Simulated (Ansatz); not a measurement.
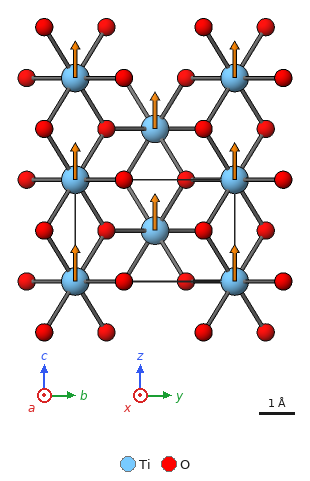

Solid TiO$_{2}$ (P4_2/mnm): the whole Ti sublattice is shifted rigidly, along Cartesian [0 0 1], all else fixed. The picture shows the reference cell. The orange arrows give the direction of positive displacement. The picture is a ball-and-stick view of the cell of the calculation, repeated 1 × 1 × 2 with one cell outlined, seen along the a axis.

Method: Ansatz 0.2.0, DFT PBE, scalar-relativistic, plane waves, PAW. Settings: plane-wave cutoff 420 eV; k-point mesh 6 × 6 × 10; occupations gaussian; smearing width 0.05 eV; no spin polarisation. Energies (free energies at the smearing named) are counted from the relaxed crystal.

```
CELL_PARAMETERS angstrom
4.64306 0.00000 0.00000
0.00000 4.64306 0.00000
0.00000 0.00000 2.96402
ATOMIC_POSITIONS crystal
Ti 0.00000 0.00000 0.00000
Ti 0.50000 0.50000 0.50000
O 0.30511 0.30511 0.00000
O 0.19489 0.80511 0.50000
O 0.69489 0.69489 0.00000
O 0.80511 0.19489 0.50000
```

Q: Give the energy at each point (the displacement: −0.5000, −0.3750, −0.2500, −0.1250, 0.0000, 0.0625, 0.1250, 0.1875, 0.2500, 0.3125, 0.3750, 0.4375, 0.5000 Å).

A:
| displacement (Å) | energy change (eV/cell) |
| --- | --- |
| −0.5000 | 2.26 |
| −0.3750 | 0.77 |
| −0.2500 | 0.14 |
| −0.1250 | 0.00 |
| 0.0000 | 0.00 |
| 0.0625 | 0.00 |
| 0.1250 | 0.00 |
| 0.1875 | 0.04 |
| 0.2500 | 0.14 |
| 0.3125 | 0.37 |
| 0.3750 | 0.77 |
| 0.4375 | 1.38 |
| 0.5000 | 2.26 |

Points that are alike by symmetry were computed once.

Of the computed points the lowest is at the displacement −0.125 Å (by symmetry) and 0.0625 Å, 0.00 eV/cell. At the ends of the scan the energy is 2.26 eV/cell (−0.50 Å) and 2.26 eV/cell (0.50 Å). The reference isn't the lowest point: the distortion gains at least 0.00 eV/cell. At the highest point the shortest interatomic distance is 1.61 Å, against 1.96 Å in the reference. The distortion takes the space group from P4_2/mnm to P4_2nm.

The computed profile (hollow markers are points alike by symmetry):

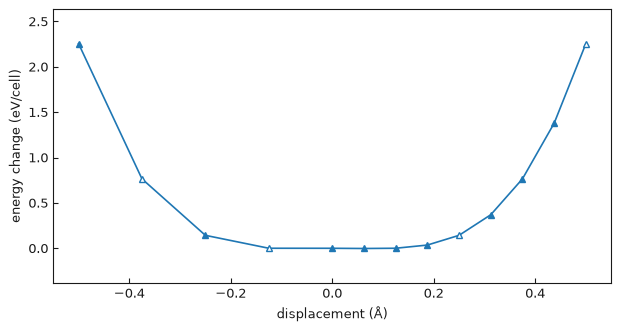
